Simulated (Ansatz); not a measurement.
System: a slab cut from TiPbO₃ (slab content Ti₄Pb₄O₁₂), space group P4mm (No. 99).

The given structure:
```
CELL_PARAMETERS angstrom
3.86258 0.00000 0.00000
0.00000 3.86258 0.00000
0.00000 0.00000 4.24836
ATOMIC_POSITIONS crystal
Ti 0.50000 0.50000 0.53215
Pb 0.00000 0.00000 0.99233
O 0.50000 0.50000 0.11726
O 0.50000 0.00000 0.61973
O 0.00000 0.50000 0.61973
```

Method: spacing and rumpling of the atomic planes of a slab cut from the relaxed bulk cell along the Miller plane (conventional indices), bottom to top, after all atoms relax, plane waves with PAW datasets, Γ-centred k mesh (Ansatz 0.2.0). Level: PBEsol, no spin polarisation.

| setting | value |
| --- | --- |
| space group in which the indices count | 99 |
| Miller index h | 1 |
| Miller index k | 0 |
| Miller index l | 1 |
| top plane | O |
| bottom plane | O |
| planes | 12 |
| surface cell | (1, 1) |
| slab thickness as cut | 10.01 Å |
| vacuum | 15 Å |
| surface area | 22.18 Å² |
| surface a | 3.863 Å |
| surface b | 5.742 Å |
| surface angle | 90 ° |
| slab atoms | 20 |
| wave cutoff | 420 eV |
| k mesh | 7×5×1 |
| occupations | Gaussian |
| smearing width | 0.05 eV |
| boundary | dipole corrected |

Describe the result: the spacing change of each pair of planes. The cases: 1–2; 2–3; 3–4; 4–5; 5–6; 6–7; 7–8; 8–9; 9–10; 10–11; 11–12.

The least value, −0.698 Å, is that of 1–2, and the largest, 0.708 Å, that of 2–3.

```tsv
pair of planes	spacing change (Å)	spacing to next (Å)	content of the two planes
1–2	-0.698	0.427	O2 and TiPb
2–3	0.708	1.015	TiPb and O
3–4	0.248	1.673	O and O2
4–5	-0.307	0.819	O2 and TiPb
5–6	0.442	0.749	TiPb and O
6–7	0.099	1.524	O and O2
7–8	-0.252	0.873	O2 and TiPb
8–9	0.401	0.708	TiPb and O
9–10	0.044	1.470	O and O2
10–11	-0.254	0.871	O2 and TiPb
11–12	0.391	0.698	TiPb and O
```

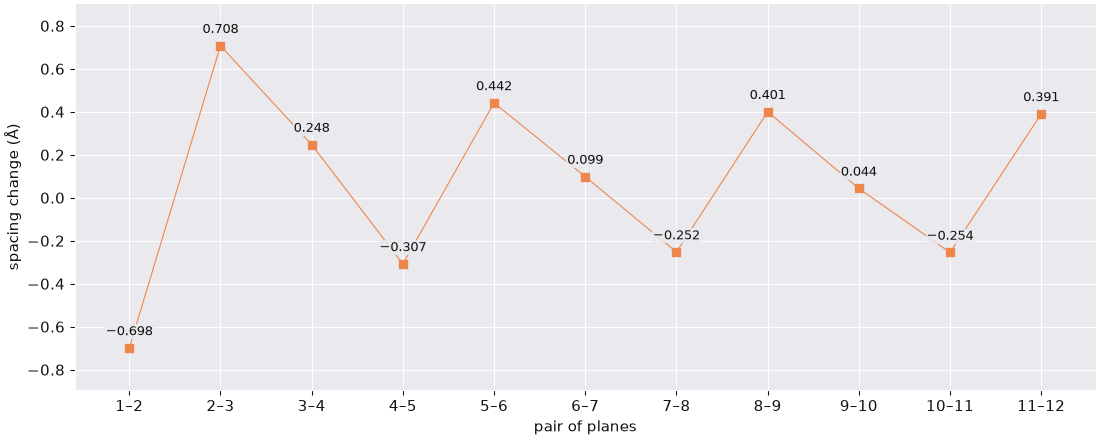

Keep in mind: a crossing between the sampled k points may be missed; no spin polarisation, a magnetic state may lie lower; odd k mesh can miss points on the zone edge; polar or open-shell cut of an insulator, not reconstructed; the slab's middle relaxes too; xc potential rough in thin density.
